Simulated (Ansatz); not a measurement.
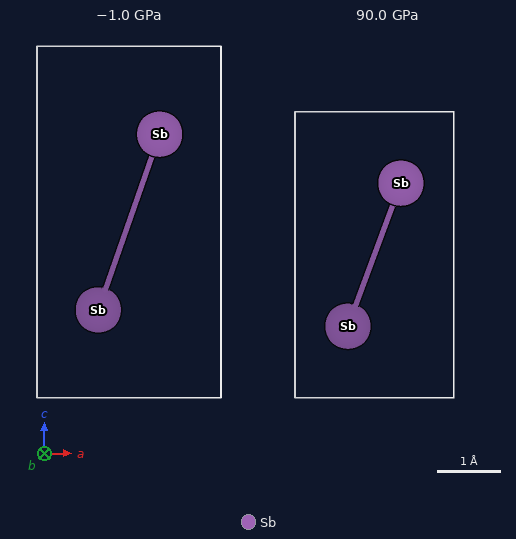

Crystalline Sb (set up in P6_3/mmc), relaxed (cell and atoms) at several target pressures. The picture shows the first and the last member. A ball-and-stick model of the cell of the calculation, seen along the b axis.

Computed with Ansatz 0.2.0: DFT r2SCAN, scalar-relativistic, plane waves, PAW. Settings: plane-wave cutoff 500 eV; k-point mesh 12 × 12 × 8 at −1.0 to 12.0, 18 × 18 × 8 at 25.0 and 50.0, 18 × 18 × 10 at 90.0 GPa; occupations gaussian; smearing width 0.1 eV; no spin polarisation; cell and atoms relaxed; force threshold 0.008 eV/Å.

| pressure (GPa) | volume (Å³/atom) | a (Å) | c (Å) |
| --- | --- | --- | --- |
| −1.0 | 27.537 | 3.376 | 5.581 |
| 0.0 | 27.085 | 3.358 | 5.546 |
| 1.0 | 26.688 | 3.343 | 5.515 |
| 4.0 | ? | ? | ? |
| 12.0 | 23.605 | 3.220 | 5.259 |
| 25.0 | 21.427 | 3.116 | 5.096 |
| 50.0 | 18.962 | 2.994 | 4.886 |
| 90.0 | 16.710 | 2.914 | 4.544 |

> One row is withheld. What does the calculation give there?

Murnaghan's form V = V₀(1 + B′P/B₀)^(−1/B′), with V₀ = 27.085 Å³ from the row at zero pressure, fits the other rows with B₀ = 66.9 GPa and B′ = 3.71 (largest miss 0.032 Å³). At 4.0 GPa it gives 27.085 × (1 + 3.71 × 4.0/66.9)^(−1/3.71) = 25.661 Å³ per atom. The calculation gives 25.643 Å³/atom (a = 3.302 Å, c = 5.430 Å). The estimate is 0.018 Å³/atom too high. From the first member to the last: Sb–Sb 3.404 → 2.827 Å, Sb–Sb 3.376 → 2.914 Å.

The whole series:

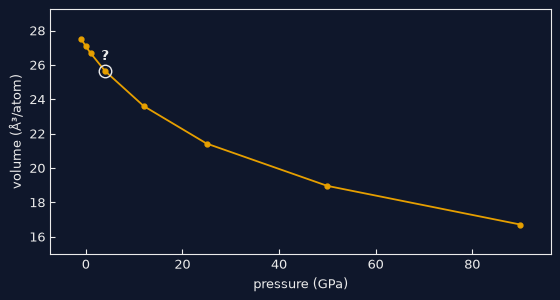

Each member starts from this one structure; whether another phase lies lower wasn't checked.
